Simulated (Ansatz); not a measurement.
The calculation's input:

```
crystal:
  lattice:
    - [-6.6449050321, 0.0, 0.0]
    - [0.0, -6.6449050321, 0.0]
    - [3.3224525161, 3.3224525161, 9.0224221621]
  atoms:
    - { symbol: Hf, position: [0.6666666667, 0.6666666667, 0.3333333333] }
    - { symbol: Hf, position: [1.0, 0.0, 0.0] }
    - { symbol: Hf, position: [0.3333333333, 0.3333333333, 0.6666666667] }
    - { symbol: Hf, position: [0.75, 0.25, 0.5] }
    - { symbol: Hf, position: [0.0833333333, 0.5833333333, 0.1666666667] }
    - { symbol: Hf, position: [0.4166666667, 0.9166666667, 0.8333333333] }
    - { symbol: Si, position: [0.25, 0.75, 0.5] }
    - { symbol: Si, position: [0.5833333333, 0.0833333333, 0.1666666667] }
    - { symbol: Si, position: [0.9223179022, 0.4364703427, 0.8417857741] }
    - { symbol: Si, position: [0.8333333333, 0.8333333333, 0.6666666667] }
    - { symbol: Si, position: [0.1666666667, 0.1666666667, 0.3333333333] }
    - { symbol: Si, position: [0.4991894028, 0.5062418694, 0.0008030015] }
    - { symbol: O, position: [0.1063129741, 0.2905220522, 0.2126259483] }
    - { symbol: O, position: [0.4360822218, 0.6275032751, 0.8800909967] }
    - { symbol: O, position: [0.7729796408, 0.9571887188, 0.5459592816] }
    - { symbol: O, position: [0.0054372294, 0.6896463075, 0.3792926149] }
    - { symbol: O, position: [0.3387705628, 0.0229796408, 0.0459592816] }
    - { symbol: O, position: [0.6799500626, 0.3470712676, 0.7066376309] }
    - { symbol: O, position: [0.3738553855, 0.6896463075, 0.3792926149] }
    - { symbol: O, position: [0.7071887188, 0.0229796408, 0.0459592816] }
    - { symbol: O, position: [0.0405220522, 0.3563129741, 0.7126259483] }
    - { symbol: O, position: [0.7729796408, 0.5887705628, 0.5459592816] }
    - { symbol: O, position: [0.1063129741, 0.9221038961, 0.2126259483] }
    - { symbol: O, position: [0.4396463075, 0.2554372294, 0.8792926149] }
    - { symbol: O, position: [0.4112294372, 0.2270203592, 0.4540407184] }
    - { symbol: O, position: [0.7434342425, 0.5557084505, 0.118373833] }
    - { symbol: O, position: [0.0778961039, 0.8936870259, 0.7873740517] }
    - { symbol: O, position: [0.3103536925, 0.6261446145, 0.6207073851] }
    - { symbol: O, position: [0.6436870259, 0.9594779478, 0.2873740517] }
    - { symbol: O, position: [0.9770203592, 0.2928112812, 0.9540407184] }
    - { symbol: O, position: [0.3103536925, 0.9945627706, 0.6207073851] }
    - { symbol: O, position: [0.6436870259, 0.3278961039, 0.2873740517] }
    - { symbol: O, position: [0.9762383571, 0.6581003864, 0.9540026674] }
    - { symbol: O, position: [0.7094779478, 0.8936870259, 0.7873740517] }
    - { symbol: O, position: [0.0428112812, 0.2270203592, 0.4540407184] }
    - { symbol: O, position: [0.3761446145, 0.5603536925, 0.1207073851] }
    - { symbol: O, position: [0.7020639842, 0.488701244, 0.9199020494] }
  host:
    lattice:
      - [-3.3224525161, 3.3224525161, 3.007474054]
      - [3.3224525161, -3.3224525161, 3.007474054]
      - [3.3224525161, 3.3224525161, -3.007474054]
    atoms:
      - { symbol: Hf, position: [0.0, 0.0, 0.0] }
      - { symbol: Hf, position: [0.75, 0.25, 0.5] }
      - { symbol: Si, position: [0.25, 0.75, 0.5] }
      - { symbol: Si, position: [0.5, 0.5, 0.0] }
      - { symbol: O, position: [0.1347298444, 0.3189389224, 0.815790922] }
      - { symbol: O, position: [0.0689389224, 0.7531480004, 0.684209078] }
      - { symbol: O, position: [0.0689389224, 0.3847298444, 0.315790922] }
      - { symbol: O, position: [0.5031480004, 0.3189389224, 0.184209078] }
      - { symbol: O, position: [0.6810610776, 0.4968519996, 0.815790922] }
      - { symbol: O, position: [0.6152701556, 0.9310610776, 0.684209078] }
      - { symbol: O, position: [0.2468519996, 0.9310610776, 0.315790922] }
      - { symbol: O, position: [0.6810610776, 0.8652701556, 0.184209078] }
basis:
  ecutwfc: 420
  xc_grid: 2
kpoints:
  mp_grid: { grid: [2, 2, 2], shift: [0.0, 0.0, 0.0] }
hamiltonian:
  xc: pbe
scf:
  occupations: { method: gaussian, width: 0.02 }
output:
  forces: true
  stress: false
  eigenvalues: true
  charged_corrections:
    defect_position: [0.70833333, 0.5, 0.91666667]
    epsilon: [[12.6894, 0.0, 0.0], [0.0, 12.6894, 0.0], [0.0, 0.0, 12.4844]]
  write_density: true
  write_potential: true
  elf: true
  volumetric_format: npy
relax:
  adjacent_minimum: "off"
  f_tol: 0.03
  max_steps: 40
```

Launched as:

```sh
ansatz run input.yaml --threads 8 --pin off --max-ram 16384MiB --backend cpu --events-out ev --progress --plain --runs-dir out
```

The fields are those of the run's last geometry, not of the input's.

All numbers below come from DFT PBE, scalar-relativistic, plane waves, PAW (Ansatz 0.2.0).

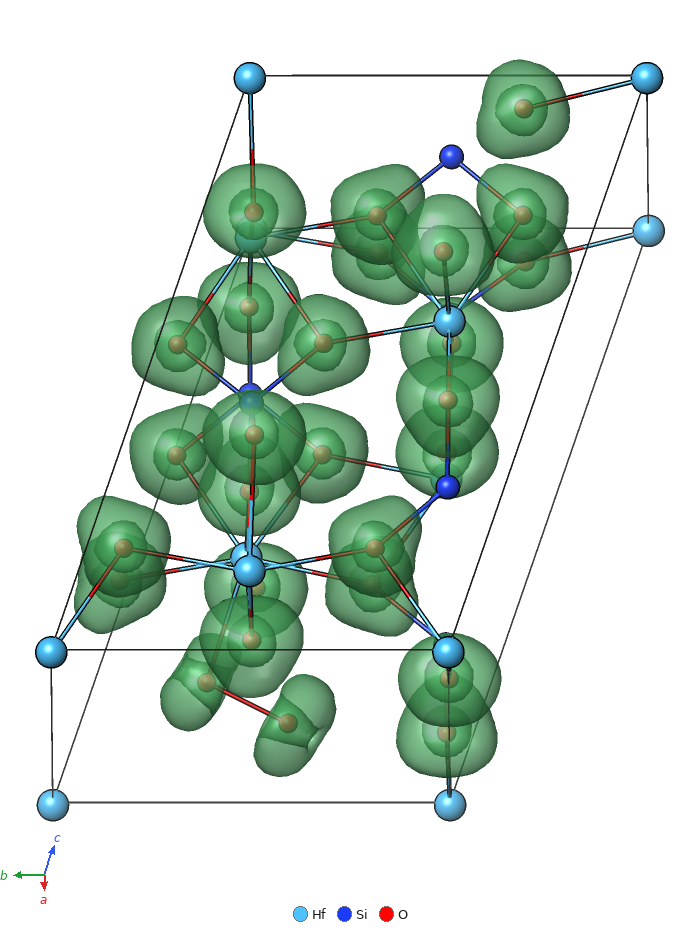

Hf6Si6O25 (cell with a defect). Isosurface of the electron localisation function at 0.75 (green), seen at an oblique angle. Core shells and regions of very low density are left out. Sticks mark near contacts.

Question: Where are the electrons localised?

Answer: At this value the surface marks out 24 regions on O in which the atom's valence shell and bonds are merged and one region wrapped around O (its valence shell), counted in one cell of 37 atoms. Any copies at cell faces, edges or corners count once. Along the contacts the grid gives the following. O–O (1.52 Å): the ELF peaks at about 0.60 between the atoms. Si–O (1.63 Å): the ELF peaks at about 0.85 between the atoms.
